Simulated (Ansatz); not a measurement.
System: MgI₂.

```yaml
crystal:
  lattice:
    - [3.95281, 0.00000, 0.00000]
    - [-1.97641, 3.42324, 0.00000]
    - [0.00000, 0.00000, 21.19122]
  atoms:
    - { symbol: Mg, position: [0.00000, 0.00000, 0.00000] }
    - { symbol: Mg, position: [0.66667, 0.33333, 0.33333] }
    - { symbol: Mg, position: [0.33333, 0.66667, 0.66667] }
    - { symbol: I, position: [0.00000, 0.00000, 0.25140] }
    - { symbol: I, position: [0.66667, 0.33333, 0.58473] }
    - { symbol: I, position: [0.33333, 0.66667, 0.91806] }
    - { symbol: I, position: [0.66667, 0.33333, 0.08194] }
    - { symbol: I, position: [0.33333, 0.66667, 0.41527] }
    - { symbol: I, position: [0.00000, 0.00000, 0.74860] }
```

Space group R-3m; started from the CdCl2 (3R octahedral) bulk prototype, which need not be the ambient phase; changed on purpose from its base cell (epitaxial xy strain -4.9%); computed pressure about 3 GPa in this cell.

These are results of Ansatz 0.2.0, DFT, r2SCAN, plane waves, PAW, not measurements.

Question: Predict the valence pseudo-density and electron localisation function between the atoms.

Answer: Mg–I (2.87 Å): the density is about 0.28 e/Å³ at the midpoint; the ELF peaks at about 0.85 in the valence shell of I, 1.4 Å from its nucleus, and falls to about 0 next to Mg: a closed-shell, largely ionic contact.

Question: Does the calculation make it a metal, or give it a gap?

Answer: It is gapped, with a Kohn–Sham gap of 3.6 eV on the k-point mesh, an upper bound to the gap of this method.

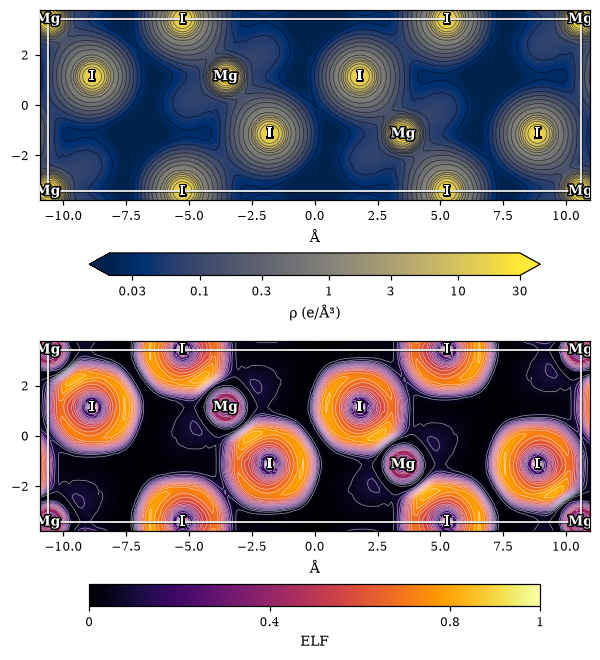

Computed valence pseudo-density and electron localisation function on the (110) plane of the conventional cell, in this order. 

Core electrons are frozen (PAW), and the valence fields are smoothed inside the atomic spheres.
